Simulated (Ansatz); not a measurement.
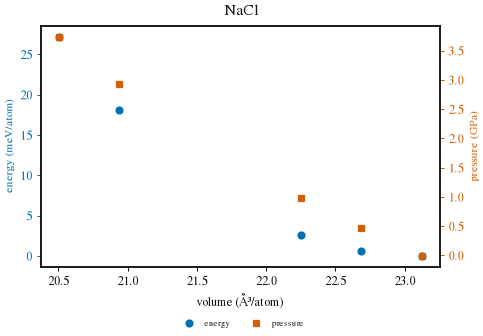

Plotted: energy and pressure against volume for NaCl, space group Fm-3m (No. 225).

Cell as given: a = 3.951 Å, b = 3.951 Å, c = 3.951 Å, α = 60.00°, β = 60.00°, γ = 60.00°; 2 atoms.

Method: all-electron LAPW DFT, no spin polarisation; energies at scaled volumes of the given cell, shape and fractions fixed, counted from the fit's minimum, third-order Birch-Murnaghan fit (Ansatz 0.2.0). Level: PBE.

```csv
setting,value
k mesh,8×8×8
occupations,Fermi–Dirac
smearing width,0.05 eV
potentials,"all electron LAPW, scalar relativistic"
program settings,basis error eV/atom 0.0005
```

The points at volume 21.38 Å³/atom and 21.81 Å³/atom are left out of the plot. What values does the calculation give there?

| volume (Å³/atom) | energy (meV/atom) | pressure (GPa) |
| --- | --- | --- |
| 21.38 | 11.10 | 2.21 |
| 21.81 | 5.99 | 1.56 |

Note: the fit and the printed pressures don't fully agree, or the minimum lies near the end of the range.
